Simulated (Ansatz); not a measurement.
## Two runs on SnSe

System: SnSe (F-43m, 2 atoms in the cell).
Method of run 1: DFT, r2SCAN, plane waves, PAW, no spin polarisation (Ansatz 0.2.0).

The structure was built on a prototype by a generator. The geometry comes from this level: r2SCAN. Text and figures count atoms from 1; the logs count them from 0 in places.

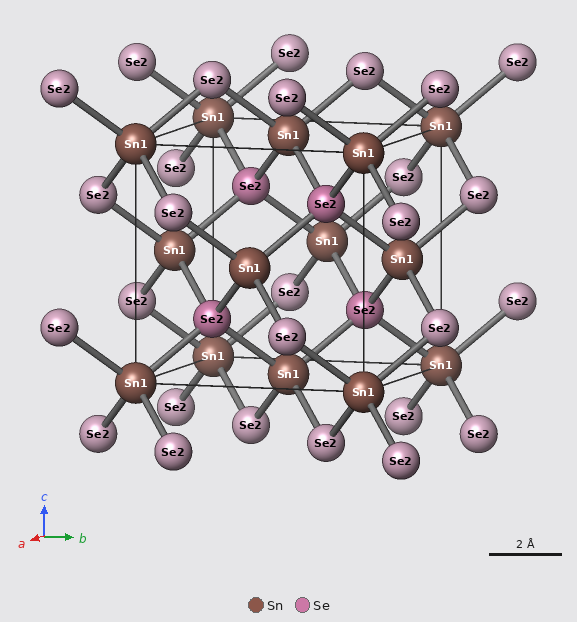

The structure as given in the input (ball-and-stick view of the cell 4 times as large as that of the calculation, set on its symmetry axes, seen slightly off an axis; neighbours outside the cell are drawn fainter; atoms are numbered from 1 in the order of the input). Near neighbours in the crystal (not all of them lie inside the picture): Sn has 4 Se at 2.91 Å; Se has 4 Sn at 2.91 Å.

**Input, run 1**
```yaml
crystal:
  lattice:
    - [0.0, 3.3639842884, 3.3639842884]
    - [3.3639842884, 0.0, 3.3639842884]
    - [3.3639842884, 3.3639842884, 0.0]
  atoms:
    - { symbol: Sn, position: [0.0, 0.0, 0.0] }
    - { symbol: Se, position: [0.25, 0.25, 0.25] }
kpoints:
  mp_grid: { grid: [6, 6, 6] }
hamiltonian:
  xc: r2scan
scf:
  occupations: { method: fermi_dirac, width: 0.02 }
  n_extra_bands: 4
output:
  forces: true
  stress: true
  eigenvalues: true
```

Launched with:
```bash
ansatz run input.yaml --threads 2 --pin off --max-ram 2764MiB --backend cpu --events-out ev --progress --plain --runs-dir out
```

Hardware: 2 threads of Arm Neoverse V2, 24 GiB of memory available, shared host.

**Output, shortened to warnings, some set-up lines, iterations and results (run 1)**
```
Basis set: ecut = 500 eV, 1917 PW (Γ), exchange–correlation on 144×144×144 points (64 copies of the dense FFT grid, shifted against one another)
Symmetry: 24 space group operations
k-points: 16 of 216 (time reversal used)
Initial density: superposition of atomic densities (neutral atoms: chi_scale 0, normalization atom), corrected by the library's trained network
[...]
SCF iter   1: F=—  HF=-11517.007600 eV  |F-HF|=—  |Δ(HF+E_count)|=         —  Δρ=5.63e-3  dr2=4.70e-2  dr2_τ=2.93e-3  ethr=1.77e-3  ⟨swp⟩=6.5  Hψ=1570  notcnv=0
SCF iter   2: F=—  HF=-11517.000408 eV  |F-HF|=—  |Δ(HF+E_count)|=   7.19e-3  Δρ=2.37e-3  dr2=5.54e-3  dr2_τ=8.05e-4  ethr=1.57e-4  ⟨swp⟩=3.5  Hψ=734  notcnv=0
SCF iter   3: F=—  HF=-11516.999033 eV  |F-HF|=—  |Δ(HF+E_count)|=   1.37e-3  Δρ=8.47e-4  dr2=5.79e-4  dr2_τ=9.47e-6  ethr=1.85e-5  ⟨swp⟩=2.9  Hψ=523  notcnv=0
SCF iter   4: F=—  HF=-11516.999118 eV  |F-HF|=—  |Δ(HF+E_count)|=   8.45e-5  Δρ=2.77e-4  dr2=4.53e-5  dr2_τ=1.37e-6  ethr=1.93e-6  ⟨swp⟩=2.0  Hψ=432  notcnv=0
SCF iter   5: F=—  HF=-11516.999114 eV  |F-HF|=—  |Δ(HF+E_count)|=   3.62e-6  Δρ=4.86e-5  dr2=2.31e-6  dr2_τ=4.30e-8  ethr=1.51e-7  ⟨swp⟩=2.0  Hψ=425  notcnv=0
SCF iter   6: F=-11516.999114 eV  HF=-11516.999114 eV  |F-HF|=4.47e-8  |Δ(HF+E_count)|=   7.76e-8  Δρ=8.39e-6  dr2=3.53e-8  dr2_τ=6.72e-10  ethr=3.33e-10  ⟨swp⟩=3.8  Hψ=1303  …
SCF 1 converged in 6 iterations: F = -11516.999114 eV  dr2 = 3.53e-8
SCF converged after 6 iterations
Free energy (F): -11516.999114 eV
Harris-Foulkes:  -11516.999114 eV  (|F-HF|=4.47e-8)
Internal energy: -11516.999061 eV  (E = F + TS)
E sigma→0 (E₀):  -11516.999088 eV
Entropy (-TS):   -0.000053 eV (-0.027 meV/atom)
Fermi energy:    5.376672 eV
--- Per-component energies (eV) ---
  E_band       = -606.035125
  E_kinetic    = 302.112323
  E_local      = -4137.088641  (includes V_loc(G=0)·N_el)
  E_nonlocal   = -628.929958
  E_hartree    = 2102.573264
  E_xc         = -473.265809
  E_vxc        = -210.427575  (∫ρ·V_xc dr)
  E_paw        = -6079.207895  (= ΣΔE_a)
  E_vpaw       = -148.987814  (= ΣTr[D̂ρ^β])
  E_aug_tail   = -0.000211  (compensation charges beyond the density's cutoff)
  E_vtau       = 12.139770  (kinetic-family band-sum trace: ∫τ·v_τ [+ j·A + Jᵃ·Aᵃ] dr)
  E_ewald      = -2602.162684
  E_core_change = -1.029450  (= ΣΔE_core)
  E_smearing   = -0.000053  (= −TS)
  E_closure    = 0.000000  (closes the sum)
  Σ components = -11516.999114   (vs F -11516.999114, Δ=0.00e0)
--- Forces (eV/Å), atoms counted from 1 ---
  atom   1  Sn    -0.00000000     0.00000000    -0.00000000
  atom   2  Se     0.00000000    -0.00000000    -0.00000000
  max |Σ_I F_I| component: 3.52e-16 eV/Å
--- Stress (GPa, compression-positive) ---
       -0.005148      -0.000000      -0.000000
        0.000000      -0.005148       0.000000
       -0.000000       0.000000      -0.005148
  P = ⅓ Tr σ = -0.0051 GPa (-0.051 kbar)
```

The input of run 2 differs as follows (lines with − go, lines with + come):
```diff
-    - [0.0, 3.3639842884, 3.3639842884]
-    - [3.3639842884, 0.0, 3.3639842884]
-    - [3.3639842884, 3.3639842884, 0.0]
+    - [0.0, 3.3300023258, 3.3300023258]
+    - [3.3300023258, 0.0, 3.3300023258]
+    - [3.3300023258, 3.3300023258, 0.0]
```

What does this change do to the results?

With the same functional and potentials, run 2 lies 3.7 meV per atom higher. The gap on the mesh goes from 0.22 to 0.13 eV. The pressure goes from −0.01 to 1.08 GPa. The volume per atom goes from 38.07 to 36.93 Å³. The cell is scaled evenly with the atoms at fixed fractional positions, so −ΔP/Δ ln V estimates the bulk modulus midway between the two volumes: about 35 GPa. The number of SCF iterations is the same. The plane waves at Γ go from 1917 to 1893.

**Output, shortened to warnings, some set-up lines, iterations and results (run 2)**
```
Basis set: ecut = 500 eV, 1893 PW (Γ), exchange–correlation on 144×144×144 points (64 copies of the dense FFT grid, shifted against one another)
Symmetry: 24 space group operations
k-points: 16 of 216 (time reversal used)
Initial density: superposition of atomic densities (neutral atoms: chi_scale 0, normalization atom), corrected by the library's trained network
[...]
SCF iter   1: F=—  HF=-11516.997841 eV  |F-HF|=—  |Δ(HF+E_count)|=         —  Δρ=5.49e-3  dr2=4.21e-2  dr2_τ=3.00e-3  ethr=1.77e-3  ⟨swp⟩=6.5  Hψ=1574  notcnv=0
SCF iter   2: F=—  HF=-11516.992614 eV  |F-HF|=—  |Δ(HF+E_count)|=   5.23e-3  Δρ=2.23e-3  dr2=4.61e-3  dr2_τ=7.15e-4  ethr=1.40e-4  ⟨swp⟩=3.6  Hψ=753  notcnv=0
SCF iter   3: F=—  HF=-11516.991547 eV  |F-HF|=—  |Δ(HF+E_count)|=   1.07e-3  Δρ=8.36e-4  dr2=5.61e-4  dr2_τ=9.16e-6  ethr=1.54e-5  ⟨swp⟩=3.0  Hψ=528  notcnv=0
SCF iter   4: F=—  HF=-11516.991633 eV  |F-HF|=—  |Δ(HF+E_count)|=   8.60e-5  Δρ=2.84e-4  dr2=4.57e-5  dr2_τ=1.40e-6  ethr=1.87e-6  ⟨swp⟩=2.0  Hψ=432  notcnv=0
SCF iter   5: F=—  HF=-11516.991640 eV  |F-HF|=—  |Δ(HF+E_count)|=   7.11e-6  Δρ=5.66e-5  dr2=3.30e-6  dr2_τ=5.98e-8  ethr=1.52e-7  ⟨swp⟩=2.0  Hψ=437  notcnv=0
SCF iter   6: F=-11516.991639 eV  HF=-11516.991639 eV  |F-HF|=4.09e-8  |Δ(HF+E_count)|=   3.36e-7  Δρ=8.22e-6  dr2=3.82e-8  dr2_τ=7.03e-10  ethr=3.33e-10  ⟨swp⟩=3.8  Hψ=1313  …
SCF 1 converged in 6 iterations: F = -11516.991639 eV  dr2 = 3.82e-8
SCF converged after 6 iterations
Free energy (F): -11516.991639 eV
Harris-Foulkes:  -11516.991639 eV  (|F-HF|=4.09e-8)
Internal energy: -11516.991275 eV  (E = F + TS)
E sigma→0 (E₀):  -11516.991457 eV
Entropy (-TS):   -0.000364 eV (-0.182 meV/atom)
Fermi energy:    5.707391 eV
--- Per-component energies (eV) ---
  E_band       = -597.544530
  E_kinetic    = 302.807272
  E_local      = -4092.922108  (includes V_loc(G=0)·N_el)
  E_nonlocal   = -628.930208
  E_hartree    = 2084.589883
  E_xc         = -473.605208
  E_vxc        = -210.881307  (∫ρ·V_xc dr)
  E_paw        = -6079.184050  (= ΣΔE_a)
  E_vpaw       = -148.932944  (= ΣTr[D̂ρ^β])
  E_aug_tail   = -0.000208  (compensation charges beyond the density's cutoff)
  E_vtau       = 12.134920  (kinetic-family band-sum trace: ∫τ·v_τ [+ j·A + Jᵃ·Aᵃ] dr)
  E_ewald      = -2628.717198
  E_core_change = -1.029450  (= ΣΔE_core)
  E_smearing   = -0.000364  (= −TS)
  E_closure    = -0.000000  (closes the sum)
  Σ components = -11516.991639   (vs F -11516.991639, Δ=0.00e0)
--- Forces (eV/Å), atoms counted from 1 ---
  atom   1  Sn    -0.00000000     0.00000000     0.00000000
  atom   2  Se     0.00000000    -0.00000000     0.00000000
  max |Σ_I F_I| component: 3.33e-16 eV/Å
--- Stress (GPa, compression-positive) ---
        1.076045      -0.000000       0.000000
        0.000000       1.076045       0.000000
       -0.000000       0.000000       1.076045
  P = ⅓ Tr σ = 1.0760 GPa (10.760 kbar)
```

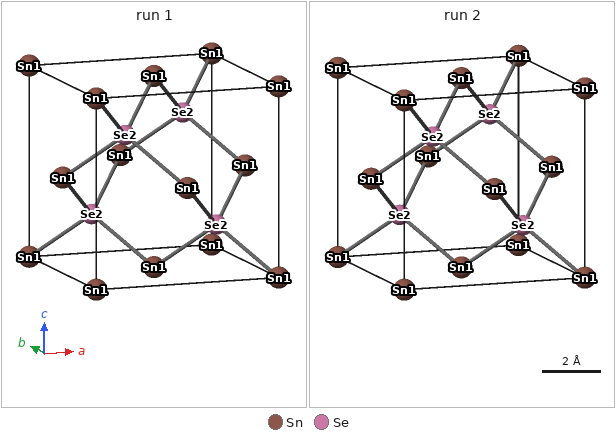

The two input geometries at one scale (ball-and-stick view of the cell 4 times as large as that of the calculation, set on its symmetry axes, seen slightly off an axis). No atom moves by more than 0.005 Å relative to the cell. The drawn cell changes as follows: a = b = c 6.728 → 6.660 Å (−1.0 %); the volume changes by −3.0 %. Among the contacts that change: Sn1–Se2 2.913 → 2.884 Å.

**The two runs side by side**

| quantity | run 1 | run 2 |
| --- | --- | --- |
| outcome | converged | converged |
| free energy per atom (eV) | −5758.4996 | −5758.4958 |
| gap on the mesh (eV) | 0.22 | 0.13 |
| pressure (GPa) | −0.01 | 1.08 |
| volume per atom (Å³) | 38.07 | 36.93 |
| largest force (eV/Å) | 0.000 | 0.000 |
| SCF iterations | 6 | 6 |
| irreducible k-points | 16 | 16 |
| plane waves at Γ | 1917 | 1893 |
| wall time (shared host) | 2.9 s | 2.9 s |
